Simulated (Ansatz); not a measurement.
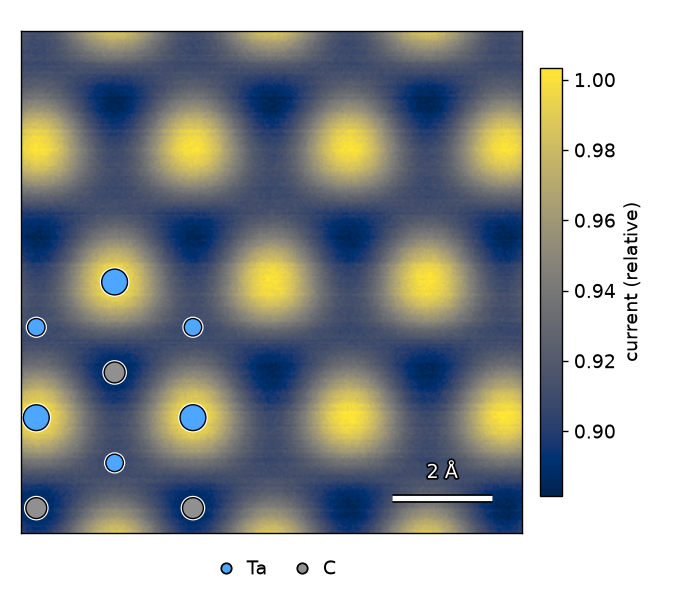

Constant-height image 3.5 Å above the topmost atom of TaC(111) (Fm-3m bulk, 9 atomic planes (those closer than 0.6 Å count as one), 10 Å, Ta-terminated, slab composition Ta5C4), sample bias +1.00 V. The atoms seen from above are drawn over one corner (deeper ones smaller). Noise was added to mimic a scan.

Images follow the Tersoff–Hamann model: the current is the local density of the sample's states between the Fermi level and the bias, at the tip's centre. Bias windows are sharp sums over the levels of the k mesh.

These are results of DFT LDA, scalar-relativistic, plane waves, PAW (Ansatz), not measurements. Cutoff 420 eV, 21 × 21 k-points, Gaussian smearing 0.1 eV, dipole correction. The slab is a cut without reconstruction beyond its cell, at the source's lattice constants, with its lower half held fixed and the rest relaxed. No spin polarisation; a magnetic state wasn't tried and may lie lower. Spin–orbit coupling is left out; with Ta it can shift levels and gaps. The run couldn't confirm all of its levels under its output density. The run warns that the functional's potential is rough in the thin density of the vacuum, where the tip is; weak contrasts and barriers may feel it. On this mesh the free atoms still feel up to 0.08 eV/Å.

```yaml
crystal:
  lattice:
    - [3.14945, 0.00000, 0.00000]
    - [-1.57473, 2.72751, 0.00000]
    - [0.00000, 0.00000, 30.28607]
  atoms:
    - { symbol: Ta, position: [0.66667, 0.33333, 0.33018] }
    - { symbol: C, position: [0.00000, 0.00000, 0.37264] }
    - { symbol: Ta, position: [0.33333, 0.66667, 0.41509] }
    - { symbol: C, position: [0.66667, 0.33333, 0.45755] }
    - { symbol: Ta, position: [0.00000, 0.00000, 0.49947] }
    - { symbol: C, position: [0.33333, 0.66667, 0.54098] }
    - { symbol: Ta, position: [0.66667, 0.33333, 0.58326] }
    - { symbol: C, position: [0.00000, 0.00000, 0.62673] }
    - { symbol: Ta, position: [0.33333, 0.66667, 0.66212] }
```

Which atoms or sites appear bright, which dark, and how strong is the contrast?

The brightest spots lie over the top Ta atoms; the darkest points are over the C atoms 1.1 Å below the top plane. The brightest point carries 1.1 times the current of the darkest. So weak a contrast (1.13 times) depends on the k-mesh and on the tip.
